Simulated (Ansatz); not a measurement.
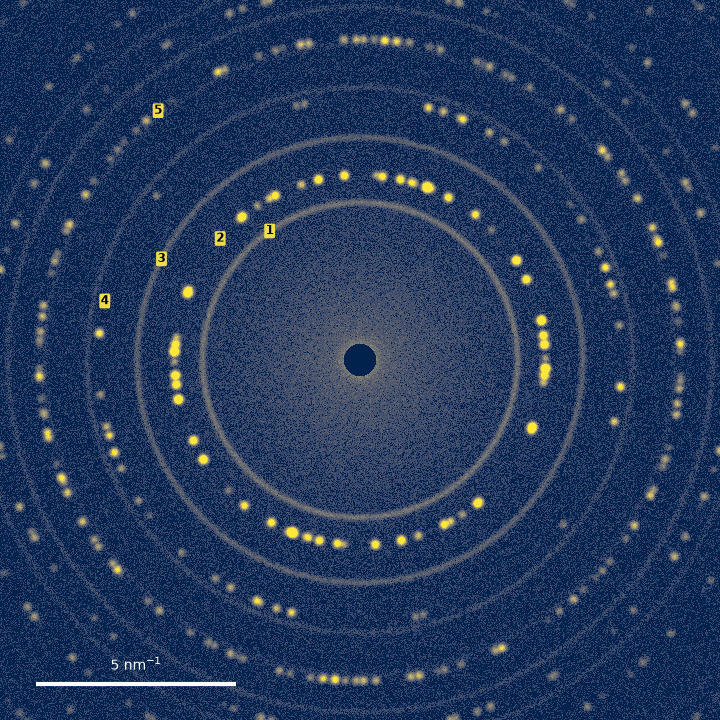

Simulated electron diffraction rings at 100 kV (λ = 0.0370 Å), scale in nm⁻¹ (radius = 1/d), for a mixture of two phases, one of them coarse-grained. Kinematic intensities with B = 1.0 Å² for all atoms, without multiple scattering; brightness goes as intensity to the power 0.4, clipped at the top, with counting noise. Reflections closer than the ring width show as one ring.

Phase I: Pd (Im-3m), a = 3.054 Å, b = 3.054 Å, c = 3.054 Å, α = 90.00°, β = 90.00°, γ = 90.00°; the end point of a relaxation with DFT, LDA (PW92), plane waves (420 eV) with PAW, scalar-relativistic (Ansatz 0.2.0); the starting structure was generated, so it need not be a known form of this composition.
Phase II: Pd (Pm-3m), a = 2.539 Å, b = 2.539 Å, c = 2.539 Å, α = 90.00°, β = 90.00°, γ = 90.00°; the input geometry of an electronic-structure calculation (not necessarily at equilibrium); the starting structure was generated, so it need not be a known form of this composition.
Volume fractions 0.8 and 0.2.

Assign each numbered ring to its phase and index it.

Answer.
| ring | radius | d (Å) | phase | hkl |
| --- | --- | --- | --- | --- |
| 1 | 3.94 nm⁻¹ | 2.54 | II | 100 |
| 2 | 4.63 nm⁻¹ | 2.16 | I | 110 |
| 3 | 5.57 nm⁻¹ | 1.796 | II | 110 |
| 4 | 6.55 nm⁻¹ | 1.527 | I | 200 |
| 5 | 8.02 nm⁻¹ | 1.247 | I | 211 |

Which phase is the coarse-grained one?

Answer. Phase I (Pd, Im-3m): its rings are broken into spots, those of phase II are continuous.
